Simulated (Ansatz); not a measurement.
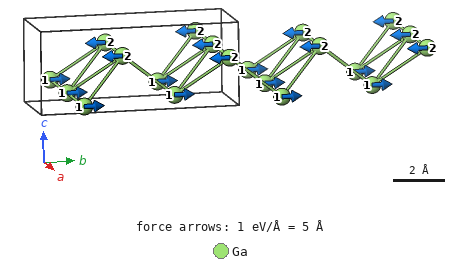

A changed version of a crystal of Ga (set up in C2/c), with the computed forces as blue arrows. Besides, all lengths are scaled by +0.8 % (volume +2.5 %). A ball-and-stick model of the conventional cell (2 times the calculation's cell), repeated 2 × 2 × 1 with one cell outlined, seen slightly off an axis. Lengths and directions refer to the drawn axes.

All numbers below come from Ansatz, DFT, PBEsol, PAW with Ansatz's default frozen-core files, scalar-relativistic. Settings: plane-wave cutoff 420 eV; k-point mesh 14 × 14 × 11; occupations fermi dirac; smearing width 0.03 eV; no spin polarisation.

Question: Describe the distortion and the response.

Answer: The atoms keep their fractional coordinates. No relaxation follows. Near-neighbour distances before and after: Ga–Ga 2.920 → 2.944 Å, Ga–Ga 2.863 → 2.887 Å, Ga–Ga 2.766 → 2.789 Å, Ga–Ga 2.688 → 2.711 Å. The space group stays C2/c (No. 15). The energy rises by 7.2 meV per atom. The pressure goes from −1.9 to −3.1 GPa. The largest forces, 0.17 eV/Å, act on Ga1 and Ga2; on Ga1 it points along +b.
